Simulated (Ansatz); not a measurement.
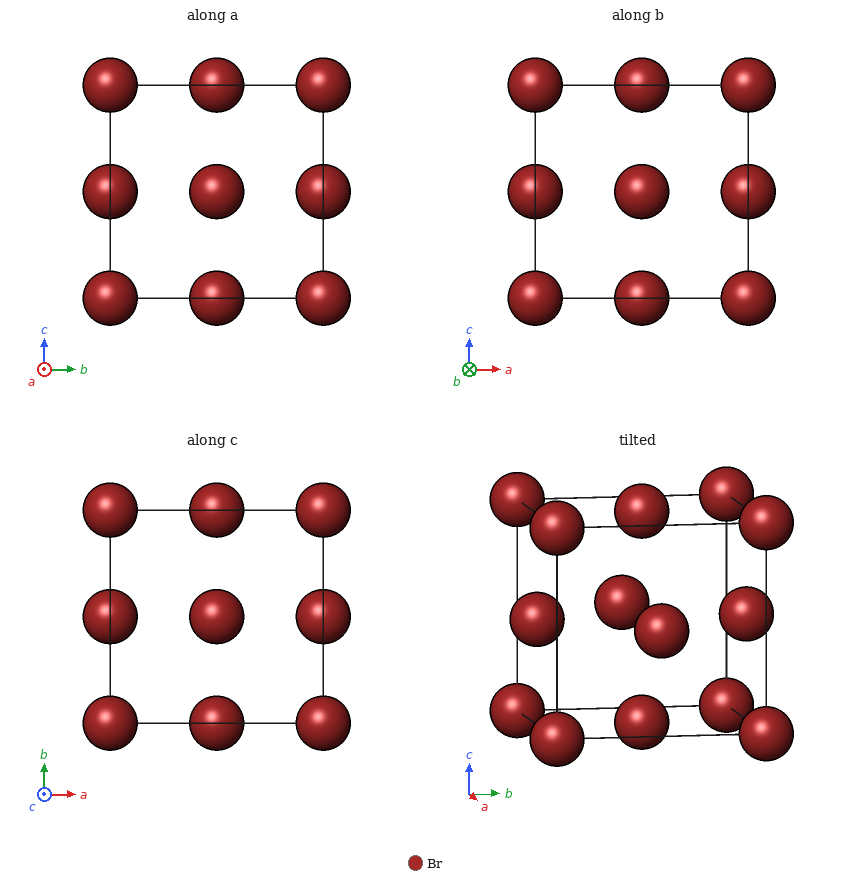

We look at a spheres-only model of the crystal along the a axis, along the b axis, along the c axis and slightly off an axis. The conventional unit cell is drawn as a box.

Lattice parameters: a = 4.6432 Å, b = 4.6432 Å, c = 4.6432 Å, α = 90.000°, β = 90.000°, γ = 90.000°.

From the views, write a CIF with its space group and independent sites.

```cif
data_structure
_symmetry_space_group_name_H-M 'F m -3 m'
_symmetry_Int_Tables_number 225
_cell_length_a 4.6432
_cell_length_b 4.6432
_cell_length_c 4.6432
_cell_angle_alpha 90.000
_cell_angle_beta 90.000
_cell_angle_gamma 90.000
_cell_volume 100.11
loop_
_atom_site_label
_atom_site_type_symbol
_atom_site_symmetry_multiplicity
_atom_site_Wyckoff_symbol
_atom_site_fract_x
_atom_site_fract_y
_atom_site_fract_z
_atom_site_occupancy
Br1 Br 4 a 0.0000 0.0000 0.0000 1
```

Origin of the cell: a structure type filled with this element by a generator (whether the element takes this form wasn't checked). The cell was then strained or its atoms displaced on purpose. It went into a calculation with Ansatz.
